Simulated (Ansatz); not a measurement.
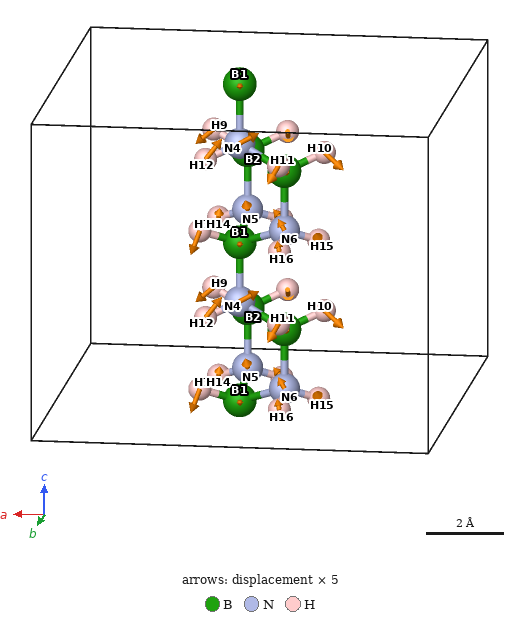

This is a relaxation of a wire of composition B₃H₁₀N₃. The starting structure is drawn; orange arrows show the displacements (the part carried along by the change of the cell is left out), magnified 5 times.

A ball-and-stick model of the 2 repeat of the cell, with the vacuum cut short, seen from a free direction.

Case: wire along [0 0 1], 6 atoms a period, capped with H.

Method: DFT PBE, scalar-relativistic, plane waves, PAW (Ansatz 0.2.0).

Input
```yaml
crystal:
  lattice:
    - [12.2, 0.0, 0.0]
    - [0.0, 13.2, 0.0]
    - [0.0, 0.0, 4.2245145362]
  atoms:
    - { symbol: B, position: [0.5523479528, 0.5067221236, 0.9998058547] }
    - { symbol: B, position: [0.5523479528, 0.3949882216, 0.4998058547] }
    - { symbol: B, position: [0.4476520472, 0.5625890746, 0.4998058547] }
    - { symbol: "N", position: [0.5523479528, 0.5067221236, 0.6251941453] }
    - { symbol: "N", position: [0.5523479528, 0.3949882216, 0.1251941453] }
    - { symbol: "N", position: [0.4476520472, 0.5625890746, 0.1251941453] }
    - { symbol: H, position: [0.6318490408, 0.5491448274, 0.0950197551] }
    - { symbol: H, position: [0.4728468648, 0.3525655179, 0.5950197551] }
    - { symbol: H, position: [0.6318490408, 0.3525655179, 0.5950197551] }
    - { symbol: H, position: [0.3681509592, 0.5201663708, 0.5950197551] }
    - { symbol: H, position: [0.4476520472, 0.6474344821, 0.5950197551] }
    - { symbol: H, position: [0.6204917425, 0.5430844411, 0.5435822307] }
    - { symbol: H, position: [0.4842041631, 0.3586259041, 0.0435822307] }
    - { symbol: H, position: [0.6204917425, 0.3586259041, 0.0435822307] }
    - { symbol: H, position: [0.3795082575, 0.5262267571, 0.0435822307] }
    - { symbol: H, position: [0.4476520472, 0.6353137096, 0.0435822307] }
basis:
  ecutwfc: 420
kpoints:
  mp_grid: { grid: [1, 1, 8] }
hamiltonian:
  xc: pbe
scf:
  occupations: { method: gaussian, width: 0.05 }
output:
  forces: true
  stress: true
  eigenvalues: true
  populations: true
  write_density: true
  write_potential: true
  elf: true
  volumetric_format: npy
relax:
  adjacent_minimum: "off"
  f_tol: 0.02
  max_steps: 45
  cell: { fix: [a, b, alpha, beta, gamma], stress_tol: 0.03 }
```

Launched with:
```bash
ansatz run input.yaml --threads 4 --pin off --max-ram 11264MiB --backend cpu --events-out ev --progress --plain --runs-dir out
```

Describe the change and its energy.

Answer. The energy falls by 0.455 eV per cell of the calculation in 6 accepted moves (8 points after the start). Largest force component: 1.2 eV/Å at the start, 0.008 eV/Å at the end. At 2 points the geometry stayed and the basis and grid were re-selected for the new cell (energy shift of 28.8 meV per cell of the calculation at most each time). The largest moves relative to the centre of the atoms, 0.16 Å, are those of H8 and H10. By element the largest moves are H 0.16 Å, N 0.12 Å, B 0.04 Å. Along the periodic axis the drawn cell goes c 8.449 → 8.889 Å (+5.2 %). Some distances before and after: B2–N5 1.583 → 1.611 Å, B1–H7 1.190 → 1.218 Å, B1–N4 1.583 → 1.592 Å, B1–N5 1.567 → 1.576 Å. Bond angles that change, for instance: B1–N5–B2 109.8° → 116.9°, B1–N4–H12 109.8° → 103.5°, H13–N5–H14 109.2° → 103.3°.
